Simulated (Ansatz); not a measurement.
## What a change does: geometry relaxation on Si

System: Si (P6₃/mmc, 4 atoms in the cell).
Method of run 1: DFT, PBEsol, plane waves, PAW, no spin polarisation (Ansatz 0.2.0).

The structure was built on a prototype by a generator. The geometry comes from this level: PBE. Text and figures count atoms from 1; the logs count them from 0 in places.

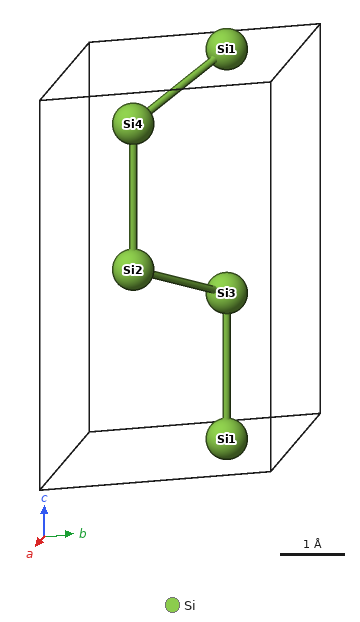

Figure 1. The starting structure (ball-and-stick view of the cell of the calculation, seen slightly off an axis; atoms are numbered from 1 in the order of the input). An atom can appear more than once, as a periodic image. Near neighbours in the periodic cell (some may lie outside the picture): Si has 4 Si at 2.36 to 2.38 Å.

**Input file, run 1**
```yaml
crystal:
  lattice:
    - [3.8515735454, 0.0, 0.0]
    - [-1.9257867727, 3.3355605348, 0.0]
    - [0.0, 0.0, 6.3645780744]
  atoms:
    - { symbol: Si, position: [0.3333333333, 0.6666666667, 0.0004225455] }
    - { symbol: Si, position: [0.6666666667, 0.3333333333, 0.5004225455] }
    - { symbol: Si, position: [0.3333333333, 0.6666666667, 0.3745774545] }
    - { symbol: Si, position: [0.6666666667, 0.3333333333, 0.8745774545] }
kpoints:
  mp_grid: { grid: [12, 12, 4] }
hamiltonian:
  xc: pbesol
scf:
  occupations: { method: fermi_dirac, width: 0.02 }
relax:
  f_tol: 0.005
  cell: {}
```

Command:
```bash
ansatz run input.yaml --threads 2 --pin off --max-ram 2211MiB --backend cpu --events-out ev --progress --plain --runs-dir out
```

Hardware: 2 threads of AMD EPYC (Zen 5), 32 GiB of memory available, shared host.

**Output, shortened to warnings, some set-up lines, iterations and results (run 1)**
```
Basis set: ecut = 420 eV, 1617 PW (Γ), exchange–correlation on 54×54×90 points (8 copies of the dense FFT grid, shifted against one another)
Symmetry: 24 space group operations
k-points: 57 of 576
Initial density: superposition of atomic densities (neutral atoms: chi_scale 0, normalization atom), corrected by the library's trained network
[...]
SCF iter   1: F=—  HF=-2485.925164 eV  |F-HF|=—  |Δ(HF+E_count)|=         —  Δρ=2.81e-3  dr2=7.99e-3  ethr=1.77e-3  ⟨swp⟩=6.4  Hψ=4996  notcnv=0
SCF iter   2: F=—  HF=-2485.923987 eV  |F-HF|=—  |Δ(HF+E_count)|=   1.18e-3  Δρ=1.06e-3  dr2=9.21e-4  ethr=4.99e-5  ⟨swp⟩=2.7  Hψ=1767  notcnv=0
SCF iter   3: F=—  HF=-2485.923962 eV  |F-HF|=—  |Δ(HF+E_count)|=   2.46e-5  Δρ=1.71e-4  dr2=1.30e-5  ethr=5.76e-6  ⟨swp⟩=2.1  Hψ=1142  notcnv=0
SCF iter   4: F=—  HF=-2485.923987 eV  |F-HF|=—  |Δ(HF+E_count)|=   2.52e-5  Δρ=1.33e-5  dr2=9.55e-8  ethr=8.11e-8  ⟨swp⟩=2.5  Hψ=1150  notcnv=0
SCF iter   5: F=-2485.923987 eV  HF=-2485.923987 eV  |F-HF|=2.46e-9  |Δ(HF+E_count)|=   2.05e-8  Δρ=3.37e-6  dr2=4.81e-9  ethr=5.97e-10  ⟨swp⟩=2.4  Hψ=1116  notcnv=0
[... 15 lines ...]
SCF iter   2: F=—  HF=-2485.933486 eV  |F-HF|=—  |Δ(HF+E_count)|=   1.77e-5  Δρ=8.80e-6  dr2=2.21e-8  ethr=5.26e-10  ⟨swp⟩=2.7  Hψ=1147  notcnv=0
SCF iter   3: F=—  HF=-2485.933486 eV  |F-HF|=—  |Δ(HF+E_count)|=   3.84e-8  Δρ=3.99e-7  dr2=8.00e-11  ethr=1.38e-10  ⟨swp⟩=2.7  Hψ=1170  notcnv=0
SCF iter   4: F=-2485.933486 eV  HF=-2485.933486 eV  |F-HF|=4.55e-12  |Δ(HF+E_count)|=  1.36e-11  Δρ=1.26e-7  dr2=6.53e-12  ethr=1.00e-12  ⟨swp⟩=4.1  Hψ=2283  notcnv=0
SCF 4 converged in 4 iterations: F = -2485.933486 eV  dr2 = 6.53e-12
relax step   4: F+E_penalty+E_count = -2485.93348582 eV  Δ(F+E_penalty+E_count) = +2.628e-4 eV  max|allowed force component| = 9.455e-5 eV/Å  Δτ_max = 0.0000 Å  P = +0.007 …
basis re-selected at this cell: Δ(F+E_penalty+E_count) = +2.628e-4 eV, ΔP = -0.006 GPa vs the last step (what re-selecting the basis moved, of the pressure what is left beyond the Pulay correction that the steps carried, after the strain that the cell walked since its last selection, with what the …
SCF converged after 4 iterations
Free energy (F): -2485.933486 eV
Harris-Foulkes:  -2485.933486 eV  (|F-HF|=4.55e-12)
Internal energy: -2485.933484 eV  (E = F + TS)
E sigma→0 (E₀):  -2485.933485 eV
Entropy (-TS):   -0.000002 eV (-0.000 meV/atom)
Fermi energy:    6.578411 eV
--- Per-component energies (eV) ---
  E_band       = 17.469576
  E_kinetic    = 161.116916
  E_local      = -110.336026  (includes V_loc(G=0)·N_el)
  E_nonlocal   = 104.177019
  E_hartree    = 29.834690
  E_xc         = -218.683847
  E_vxc        = -187.283254  (∫ρ·V_xc dr)
  E_paw        = -1995.784889  (= ΣΔE_a)
  E_vpaw       = -9.874483  (= ΣTr[D̂ρ^β])
  E_aug_tail   = 0.000023  (compensation charges beyond the density's cutoff)
  E_ewald      = -456.383614
  E_core_change = 0.126243  (= ΣΔE_core)
  E_smearing   = -0.000002  (= −TS)
  E_closure    = 0.000000  (closes the sum)
  Σ components = -2485.933486   (vs F -2485.933486, Δ=0.00e0)
--- Forces (eV/Å), atoms counted from 1 ---
  atom   1  Si    -0.00000000    -0.00000000    -0.00009455
  atom   2  Si     0.00000000    -0.00000000    -0.00009455
  atom   3  Si    -0.00000000     0.00000000     0.00009455
  atom   4  Si     0.00000000     0.00000000     0.00009455
  max |Σ_I F_I| component: 4.63e-17 eV/Å
--- Stress (GPa, compression-positive) ---
        0.005272      -0.000000       0.000000
        0.000000       0.005272       0.000000
        0.000000       0.000000       0.010388
  P = ⅓ Tr σ = 0.0070 GPa (0.070 kbar)
--- Relaxed structure (3 steps of the walk, 3 accepted, 1 SCFs on fresh bases) ---
  F+E_penalty+E_count = -2485.93348582 eV   max|allowed force component| = 9.455e-5 eV/Å   (the final SCF, on the basis selected at the relaxed cell)
  cell:  # Å, volume = 80.1186 Å³
    - [3.824923224578466, 0.0, 0.0]
    - [-1.912461612289233, 3.3124806800100433, 0.0]
    - [0.0, 0.0, 6.323495092315005]
  atoms:
    - { symbol: Si, position: [0.33333333333333337, 0.6666666666666667, 0.0004883873255839312] }
[...]
```

Run 2 used a changed input.

**The two runs side by side**

| quantity | run 1 | run 2 |
| --- | --- | --- |
| outcome | converged | converged |
| free energy per atom (eV) | −621.4834 | −608.6388 |
| pressure (GPa) | 0.01 | 0.04 |
| volume per atom (Å³) | 20.03 | 19.68 |
| largest force (eV/Å) | 0.000 | 0.000 |
| SCF iterations | 17 | 18 |
| irreducible k-points | 57 | 57 |
| wall time (shared host) | 1.8 s | 1.9 s |

Which change of the input explains these differences?

The change (lines with − go, lines with + come):
```diff
-  xc: pbesol
+  xc: lda
```

The total energies belong to different methods, so their difference says nothing on which is more stable or more accurate. The volume per atom goes from 20.03 to 19.68 Å³. The functional changes from PBEsol to LDA. The SCF takes 18 iterations over all geometry steps against 17.

**Output, shortened to warnings, some set-up lines, iterations and results (run 2)**
```
Basis set: ecut = 420 eV, 1617 PW (Γ)
Symmetry: 24 space group operations
k-points: 57 of 576
Initial density: superposition of atomic densities (neutral atoms: chi_scale 0, normalization atom), corrected by the library's trained network
[...]
SCF iter   1: F=—  HF=-2434.523662 eV  |F-HF|=—  |Δ(HF+E_count)|=         —  Δρ=4.00e-3  dr2=7.91e-3  ethr=1.77e-3  ⟨swp⟩=6.4  Hψ=5030  notcnv=0
SCF iter   2: F=—  HF=-2434.522678 eV  |F-HF|=—  |Δ(HF+E_count)|=   9.84e-4  Δρ=1.86e-3  dr2=1.65e-3  ethr=4.94e-5  ⟨swp⟩=2.2  Hψ=1433  notcnv=0
SCF iter   3: F=—  HF=-2434.522421 eV  |F-HF|=—  |Δ(HF+E_count)|=   2.57e-4  Δρ=8.45e-5  dr2=3.92e-6  ethr=1.03e-5  ⟨swp⟩=1.0  Hψ=692  notcnv=0
SCF iter   4: F=—  HF=-2434.522426 eV  |F-HF|=—  |Δ(HF+E_count)|=   4.76e-6  Δρ=1.99e-5  dr2=2.28e-7  ethr=2.45e-8  ⟨swp⟩=2.0  Hψ=1135  notcnv=0
SCF iter   5: F=-2434.522426 eV  HF=-2434.522426 eV  |F-HF|=1.12e-9  |Δ(HF+E_count)|=   5.62e-8  Δρ=5.97e-6  dr2=1.27e-8  ethr=1.43e-9  ⟨swp⟩=2.6  Hψ=1133  notcnv=0
[... 16 lines ...]
SCF iter   2: F=—  HF=-2434.555345 eV  |F-HF|=—  |Δ(HF+E_count)|=   2.50e-7  Δρ=1.97e-5  dr2=9.66e-8  ethr=2.56e-9  ⟨swp⟩=1.0  Hψ=684  notcnv=0
SCF iter   3: F=—  HF=-2434.555345 eV  |F-HF|=—  |Δ(HF+E_count)|=   5.64e-8  Δρ=5.97e-7  dr2=1.71e-10  ethr=6.04e-10  ⟨swp⟩=1.0  Hψ=691  notcnv=0
SCF iter   4: F=-2434.555345 eV  HF=-2434.555345 eV  |F-HF|=1.82e-12  |Δ(HF+E_count)|=  1.15e-10  Δρ=1.47e-7  dr2=5.49e-12  ethr=1.00e-12  ⟨swp⟩=5.0  Hψ=2639  notcnv=0
SCF 4 converged in 4 iterations: F = -2434.555345 eV  dr2 = 5.49e-12
relax step   4: F+E_penalty+E_count = -2434.55534459 eV  Δ(F+E_penalty+E_count) = +6.899e-4 eV  max|allowed force component| = 1.629e-4 eV/Å  Δτ_max = 0.0000 Å  P = +0.035 …
basis re-selected at this cell: Δ(F+E_penalty+E_count) = +6.899e-4 eV, ΔP = -0.013 GPa vs the last step (what re-selecting the basis moved, of the pressure what is left beyond the Pulay correction that the steps carried, after the strain that the cell walked since its last selection, with what the …
SCF converged after 4 iterations
Free energy (F): -2434.555345 eV
Harris-Foulkes:  -2434.555345 eV  (|F-HF|=1.82e-12)
Internal energy: -2434.555341 eV  (E = F + TS)
E sigma→0 (E₀):  -2434.555343 eV
Entropy (-TS):   -0.000003 eV (-0.001 meV/atom)
Fermi energy:    6.627736 eV
--- Per-component energies (eV) ---
  E_band       = 17.743492
  E_kinetic    = 163.025846
  E_local      = -112.732174  (includes V_loc(G=0)·N_el)
  E_nonlocal   = 108.507832
  E_hartree    = 29.899265
  E_xc         = -219.755150
  E_vxc        = -189.197151  (∫ρ·V_xc dr)
  E_paw        = -1944.736964  (= ΣΔE_a)
  E_vpaw       = -11.659422  (= ΣTr[D̂ρ^β])
  E_aug_tail   = 0.000022  (compensation charges beyond the density's cutoff)
  E_ewald      = -459.101340
  E_core_change = 0.337323  (= ΣΔE_core)
  E_smearing   = -0.000003  (= −TS)
  E_closure    = -0.000000  (closes the sum)
  Σ components = -2434.555345   (vs F -2434.555345, Δ=0.00e0)
--- Forces (eV/Å), atoms counted from 1 ---
  atom   1  Si    -0.00000000     0.00000000    -0.00016292
  atom   2  Si    -0.00000000    -0.00000000    -0.00016292
  atom   3  Si     0.00000000     0.00000000     0.00016292
  atom   4  Si     0.00000000    -0.00000000     0.00016292
  max |Σ_I F_I| component: 1.85e-17 eV/Å
--- Stress (GPa, compression-positive) ---
        0.034252       0.000000       0.000000
       -0.000000       0.034252      -0.000000
        0.000000      -0.000000       0.036552
  P = ⅓ Tr σ = 0.0350 GPa (0.350 kbar)
--- Relaxed structure (3 steps of the walk, 3 accepted, 1 SCFs on fresh bases) ---
  F+E_penalty+E_count = -2434.55534459 eV   max|allowed force component| = 1.629e-4 eV/Å   (the final SCF, on the basis selected at the relaxed cell)
  cell:  # Å, volume = 78.7055 Å³
    - [3.801735415472397, 0.0, 0.0]
    - [-1.9008677077361984, 3.2923994482660834, 0.0]
    - [0.0, 0.0, 6.287975606844945]
  atoms:
    - { symbol: Si, position: [0.33333333333333337, 0.6666666666666667, 0.0005250785496864696] }
[...]
```
